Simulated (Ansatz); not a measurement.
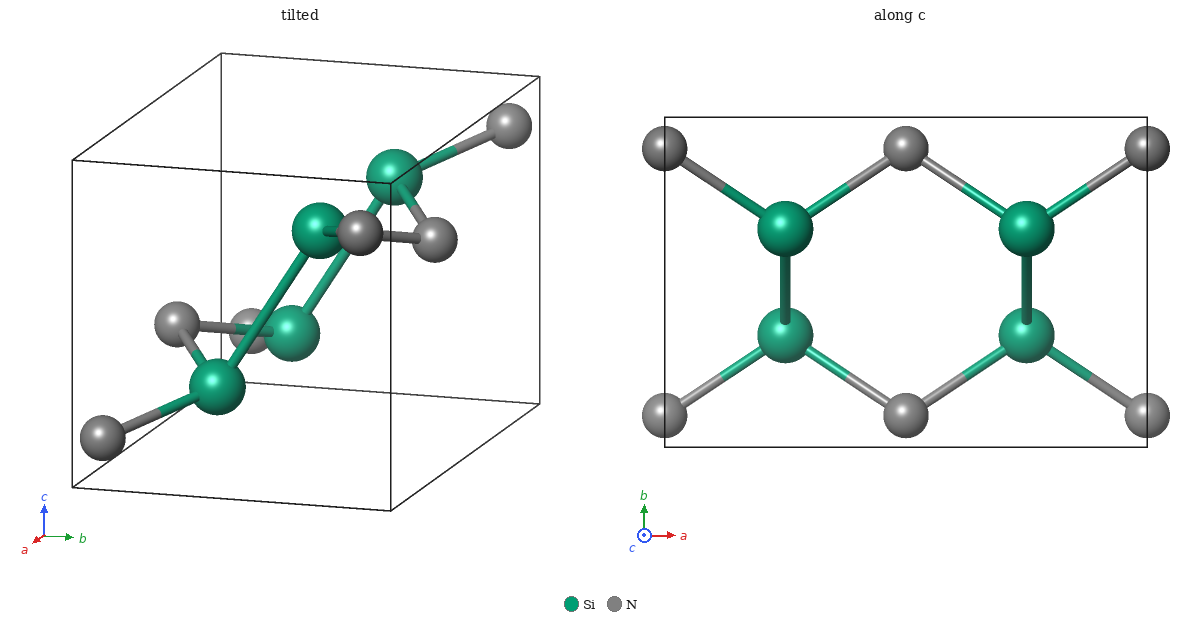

Crystal structure, ball-and-stick style, seen slightly off an axis and along the c axis. The conventional unit cell is drawn as a box.

SiN, space group Pmna (No. 53), a = 5.82 Å, b = 3.98 Å, c = 4.01 Å, α = 90.00°, β = 90.00°, γ = 90.00°.

Level of theory and settings: DFT PBE, scalar-relativistic, plane waves, PAW (Ansatz), a kinetic-energy cutoff of 420 eV, a 6×8×8 grid in reciprocal space, Gaussian smearing of 0.02 eV, no spin polarisation.

> Does it come out as a metal, or with a gap?

A semiconductor at this level, with a gap of 0.84 eV on the k-mesh (the true edges may lie between mesh points, so the gap can be somewhat smaller).

Provenance: a structure type filled with these elements by a generator (whether the compound takes this form wasn't checked). The picture shows the end point of a geometry optimisation with DFT PBE, scalar-relativistic, plane waves, PAW (Ansatz 0.2.0).
